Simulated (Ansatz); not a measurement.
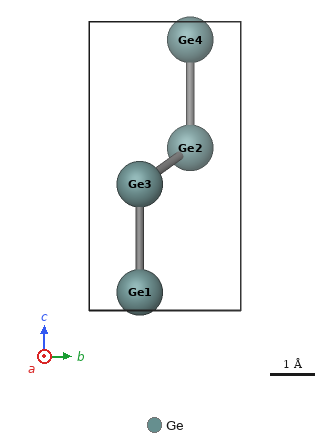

Figure 1. The structure (ball-and-stick view of the cell of the calculation, along the a axis; atoms are numbered from 1 in the order of the input). Near neighbours in the crystal (not all of them lie inside the picture): Ge has 4 Ge at 2.45 to 2.47 Å.

# Two runs on Ge

System: Ge (P6₃/mmc, 4 atoms in the cell).
Method of run 1: DFT PBEsol, scalar-relativistic, plane waves, PAW, no spin polarisation (Ansatz 0.2.0).

The structure derives from a Materials Project entry. Text and figures count atoms from 1; the logs count them from 0 in places.

## Input file, run 1
```yaml
crystal:
  lattice:
    - [3.9969679315, 0.0, 0.0]
    - [-1.9984839658, 3.4614757667, 0.0]
    - [0.0, 0.0, 6.5963649799]
  atoms:
    - { symbol: Ge, position: [0.6666666667, 0.3333333333, 0.0629118514] }
    - { symbol: Ge, position: [0.3333333333, 0.6666666667, 0.5629118514] }
    - { symbol: Ge, position: [0.6666666667, 0.3333333333, 0.4370881486] }
    - { symbol: Ge, position: [0.3333333333, 0.6666666667, 0.9370881486] }
basis:
  ecutwfc: 420
kpoints:
  mp_grid: { grid: [6, 6, 4] }
  band_path:
    path:
      - [0.0, 0.0, 0.0]
      - [0.5, 0.0, 0.0]
      - [0.3333333333, 0.3333333333, 0.0]
      - [0.0, 0.0, 0.5]
      - [0.5, 0.0, 0.5]
      - [0.3333333333, 0.3333333333, 0.5]
      - [0.0, 0.08333333, 0.0]
      - [0.0, 0.0, 0.16666667]
    npoints: 1
hamiltonian:
  xc: pbesol
scf:
  occupations: { method: gaussian, width: 0.1 }
  n_extra_bands: 5
output:
  forces: true
  stress: true
  eigenvalues: true
```

Launched with:
```bash
ansatz run input.yaml --threads 2 --pin off --max-ram 5120MiB --backend cpu --events-out ev --progress --plain --runs-dir out
```

Hardware: 2 threads of Intel Xeon @ 2.10GHz (Emerald Rapids), 189 GiB of memory available, shared host.

## Output, shortened to warnings, some set-up lines, iterations and results (run 1)
```
Basis set: ecut = 420 eV, 1763 PW (Γ), exchange–correlation on 54×54×90 points (8 copies of the dense FFT grid, shifted against one another)
Symmetry: 24 space group operations
k-points: 21 of 144
Initial density: superposition of atomic densities (neutral atoms: chi_scale 0, normalization atom), corrected by the library's trained network
[...]
SCF iter   1: F=—  HF=-17013.886022 eV  |F-HF|=—  |Δ(HF+E_count)|=         —  Δρ=2.18e-3  dr2=4.62e-3  ethr=1.77e-3  ⟨swp⟩=5.9  Hψ=2598  notcnv=0
SCF iter   2: F=—  HF=-17013.882826 eV  |F-HF|=—  |Δ(HF+E_count)|=   3.20e-3  Δρ=1.54e-3  dr2=2.46e-3  ethr=8.25e-6  ⟨swp⟩=2.0  Hψ=1417  notcnv=0
SCF iter   3: F=—  HF=-17013.882977 eV  |F-HF|=—  |Δ(HF+E_count)|=   1.50e-4  Δρ=9.21e-4  dr2=3.32e-4  ethr=4.39e-6  ⟨swp⟩=2.0  Hψ=1265  notcnv=0
SCF iter   4: F=—  HF=-17013.882579 eV  |F-HF|=—  |Δ(HF+E_count)|=   3.98e-4  Δρ=2.40e-4  dr2=1.21e-4  ethr=5.93e-7  ⟨swp⟩=2.0  Hψ=1265  notcnv=0
SCF iter   5: F=—  HF=-17013.882581 eV  |F-HF|=—  |Δ(HF+E_count)|=   1.67e-6  Δρ=1.33e-4  dr2=3.14e-5  ethr=2.16e-7  ⟨swp⟩=2.0  Hψ=1260  notcnv=0
SCF iter   6: F=—  HF=-17013.882519 eV  |F-HF|=—  |Δ(HF+E_count)|=   6.22e-5  Δρ=4.04e-5  dr2=2.76e-6  ethr=5.61e-8  ⟨swp⟩=2.0  Hψ=846  notcnv=0
SCF iter   7: F=—  HF=-17013.882521 eV  |F-HF|=—  |Δ(HF+E_count)|=   2.16e-6  Δρ=1.34e-5  dr2=1.89e-7  ethr=4.94e-9  ⟨swp⟩=3.0  Hψ=1266  notcnv=0
SCF iter   8: F=-17013.882521 eV  HF=-17013.882521 eV  |F-HF|=1.64e-8  |Δ(HF+E_count)|=   7.94e-8  Δρ=3.94e-6  dr2=1.07e-8  ethr=1.79e-10  ⟨swp⟩=6.7  Hψ=2642  notcnv=0
SCF 1 converged in 8 iterations: F = -17013.882521 eV  dr2 = 1.07e-8
NSCF: frozen V_eff on 8 k-points
SCF converged after 8 iterations
Free energy (F): -17013.882521 eV
Harris-Foulkes:  -17013.882521 eV  (|F-HF|=1.64e-8)
Internal energy: -17013.881423 eV  (E = F + TS)
E sigma→0 (E₀):  -17013.881972 eV
Entropy (-TS):   -0.001098 eV (-0.274 meV/atom)
Fermi energy:    8.381065 eV
--- Per-component energies (eV) ---
  E_band       = -609.772078
  E_kinetic    = 446.192610
  E_local      = -9925.596967  (includes V_loc(G=0)·N_el)
  E_nonlocal   = 1680.794525
  E_hartree    = 4350.694267
  E_xc         = -299.794489
  E_vxc        = -258.837497  (∫ρ·V_xc dr)
  E_paw        = -7916.758567  (= ΣΔE_a)
  E_vpaw       = -1253.724961  (= ΣTr[D̂ρ^β])
  E_aug_tail   = 0.001401  (compensation charges beyond the density's cutoff)
  E_ewald      = -5353.085948
  E_core_change = 3.671745  (= ΣΔE_core)
  E_smearing   = -0.001098  (= −TS)
  E_closure    = -0.000000  (closes the sum)
  Σ components = -17013.882521   (vs F -17013.882521, Δ=0.00e0)
--- Forces (eV/Å), atoms counted from 1 ---
  atom   1  Ge     0.00000000    -0.00000000     0.00127795
  atom   2  Ge    -0.00000000     0.00000000     0.00127795
  atom   3  Ge     0.00000000    -0.00000000    -0.00127795
  atom   4  Ge    -0.00000000     0.00000000    -0.00127795
  max |Σ_I F_I| component: 7.40e-17 eV/Å
--- Stress (GPa, compression-positive) ---
        0.307573       0.000000       0.000000
       -0.000000       0.307573       0.000000
        0.000000       0.000000      -0.329596
  P = ⅓ Tr σ = 0.0952 GPa (0.952 kbar)
```

For run 2 the input was changed thus:
```diff
-    - [3.9969679315, 0.0, 0.0]
-    - [-1.9984839658, 3.4614757667, 0.0]
-    - [0.0, 0.0, 6.5963649799]
+    - [3.9975858431, 0.0, 0.0]
+    - [-1.9987929216, 3.462010894, 0.0]
+    - [0.0, 0.0, 6.59937795]
-    - { symbol: Ge, position: [0.6666666667, 0.3333333333, 0.0629118514] }
-    - { symbol: Ge, position: [0.3333333333, 0.6666666667, 0.5629118514] }
-    - { symbol: Ge, position: [0.6666666667, 0.3333333333, 0.4370881486] }
-    - { symbol: Ge, position: [0.3333333333, 0.6666666667, 0.9370881486] }
+    - { symbol: Ge, position: [0.66666667, 0.33333333, 0.06290125] }
+    - { symbol: Ge, position: [0.33333333, 0.66666667, 0.56290125] }
+    - { symbol: Ge, position: [0.66666667, 0.33333333, 0.43709875] }
+    - { symbol: Ge, position: [0.33333333, 0.66666667, 0.93709875] }
-  band_path:
-    path:
-      - [0.0, 0.0, 0.0]
-      - [0.5, 0.0, 0.0]
-      - [0.3333333333, 0.3333333333, 0.0]
-      - [0.0, 0.0, 0.5]
-      - [0.5, 0.0, 0.5]
-      - [0.3333333333, 0.3333333333, 0.5]
-      - [0.0, 0.08333333, 0.0]
-      - [0.0, 0.0, 0.16666667]
-    npoints: 1
-  n_extra_bands: 5
```

How does run 2 compare with run 1?

With the same functional and potentials, run 2 lies 0.01 meV per atom higher. The number of SCF iterations is the same. On the same kind of shared host run 2 took about 0.68 times as long.

## Output, shortened to warnings, some set-up lines, iterations and results (run 2)
```
Basis set: ecut = 420 eV, 1763 PW (Γ), exchange–correlation on 54×54×90 points (8 copies of the dense FFT grid, shifted against one another)
Symmetry: 24 space group operations
k-points: 21 of 144
Initial density: superposition of atomic densities (neutral atoms: chi_scale 0, normalization atom), corrected by the library's trained network
[...]
SCF iter   1: F=—  HF=-17013.885979 eV  |F-HF|=—  |Δ(HF+E_count)|=         —  Δρ=2.16e-3  dr2=4.60e-3  ethr=1.77e-3  ⟨swp⟩=5.8  Hψ=2712  notcnv=0  defer=1
SCF iter   2: F=—  HF=-17013.882791 eV  |F-HF|=—  |Δ(HF+E_count)|=   3.19e-3  Δρ=1.56e-3  dr2=2.49e-3  ethr=8.21e-6  ⟨swp⟩=2.0  Hψ=1456  notcnv=0  defer=1
SCF iter   3: F=—  HF=-17013.883010 eV  |F-HF|=—  |Δ(HF+E_count)|=   2.19e-4  Δρ=9.86e-4  dr2=3.73e-4  ethr=4.44e-6  ⟨swp⟩=2.0  Hψ=1277  notcnv=0  defer=1
SCF iter   4: F=—  HF=-17013.882500 eV  |F-HF|=—  |Δ(HF+E_count)|=   5.10e-4  Δρ=2.68e-4  dr2=1.09e-4  ethr=6.67e-7  ⟨swp⟩=2.0  Hψ=1277  notcnv=0  defer=1
SCF iter   5: F=—  HF=-17013.882532 eV  |F-HF|=—  |Δ(HF+E_count)|=   3.28e-5  Δρ=1.91e-4  dr2=2.64e-5  ethr=1.94e-7  ⟨swp⟩=3.0  Hψ=1286  notcnv=0  defer=1
SCF iter   6: F=—  HF=-17013.882473 eV  |F-HF|=—  |Δ(HF+E_count)|=   5.92e-5  Δρ=3.91e-5  dr2=1.48e-6  ethr=4.72e-8  ⟨swp⟩=2.9  Hψ=1285  notcnv=0  defer=1
SCF iter   7: F=—  HF=-17013.882474 eV  |F-HF|=—  |Δ(HF+E_count)|=   1.12e-6  Δρ=1.47e-5  dr2=1.59e-7  ethr=2.65e-9  ⟨swp⟩=2.0  Hψ=1278  notcnv=0  defer=1
SCF iter   8: F=-17013.882474 eV  HF=-17013.882474 eV  |F-HF|=2.44e-8  |Δ(HF+E_count)|=   2.90e-8  Δρ=5.12e-6  dr2=1.57e-8  ethr=1.79e-10  ⟨swp⟩=6.9  Hψ=2506  notcnv=0
SCF 1 converged in 8 iterations: F = -17013.882474 eV  dr2 = 1.57e-8
SCF converged after 8 iterations
Free energy (F): -17013.882474 eV
Harris-Foulkes:  -17013.882474 eV  (|F-HF|=2.44e-8)
Internal energy: -17013.881401 eV  (E = F + TS)
E sigma→0 (E₀):  -17013.881938 eV
Entropy (-TS):   -0.001073 eV (-0.268 meV/atom)
Fermi energy:    8.368475 eV
--- Per-component energies (eV) ---
  E_band       = -610.254807
  E_kinetic    = 446.151017
  E_local      = -9927.781076  (includes V_loc(G=0)·N_el)
  E_nonlocal   = 1680.768888
  E_hartree    = 4351.546964
  E_xc         = -299.774005
  E_vxc        = -258.810125  (∫ρ·V_xc dr)
  E_paw        = -7916.740785  (= ΣΔE_a)
  E_vpaw       = -1253.691290  (= ΣTr[D̂ρ^β])
  E_aug_tail   = 0.001418  (compensation charges beyond the density's cutoff)
  E_ewald      = -5351.725568
  E_core_change = 3.671745  (= ΣΔE_core)
  E_smearing   = -0.001073  (= −TS)
  E_closure    = -0.000000  (closes the sum)
  Σ components = -17013.882474   (vs F -17013.882474, Δ=0.00e0)
--- Forces (eV/Å), atoms counted from 1 ---
  atom   1  Ge    -0.00000000     0.00000000     0.00578058
  atom   2  Ge     0.00000000    -0.00000000     0.00578058
  atom   3  Ge    -0.00000000     0.00000000    -0.00578058
  atom   4  Ge     0.00000000    -0.00000000    -0.00578058
  max |Σ_I F_I| component: 5.09e-17 eV/Å
--- Stress (GPa, compression-positive) ---
        0.276674      -0.000000       0.000000
       -0.000000       0.276674       0.000000
        0.000000       0.000000      -0.411121
  P = ⅓ Tr σ = 0.0474 GPa (0.474 kbar)
```

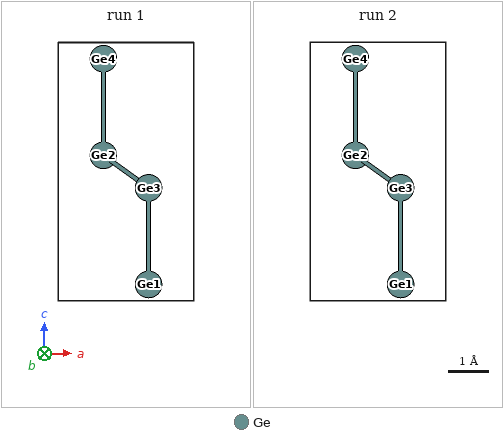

Figure 2. The two input geometries at one scale (ball-and-stick view of the cell of the calculation, along the b axis). The atoms keep their places relative to the cell (all moves are under 0.005 Å). Cell: a = b 3.997 → 3.998 Å (0.0 %), c 6.596 → 6.599 Å (0.0 %). Volume +0.1 %.

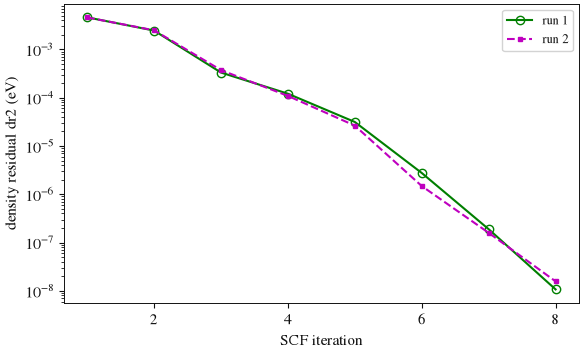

Figure 3. Convergence of the two runs: density residual dr2 against the SCF iteration. Run 1 takes 8 iterations in all, and run 2 takes 8.

## The two runs side by side

| quantity | run 1 | run 2 |
| --- | --- | --- |
| outcome | converged | converged |
| free energy per atom (eV) | −4253.4706 | −4253.4706 |
| pressure (GPa) | 0.10 | 0.05 |
| volume per atom (Å³) | 22.82 | 22.83 |
| largest force (eV/Å) | 0.001 | 0.006 |
| SCF iterations | 8 | 8 |
| irreducible k-points | 21 | 21 |
| plane waves at Γ | 1763 | 1763 |
| wall time (shared host) | 4.9 s | 3.3 s |
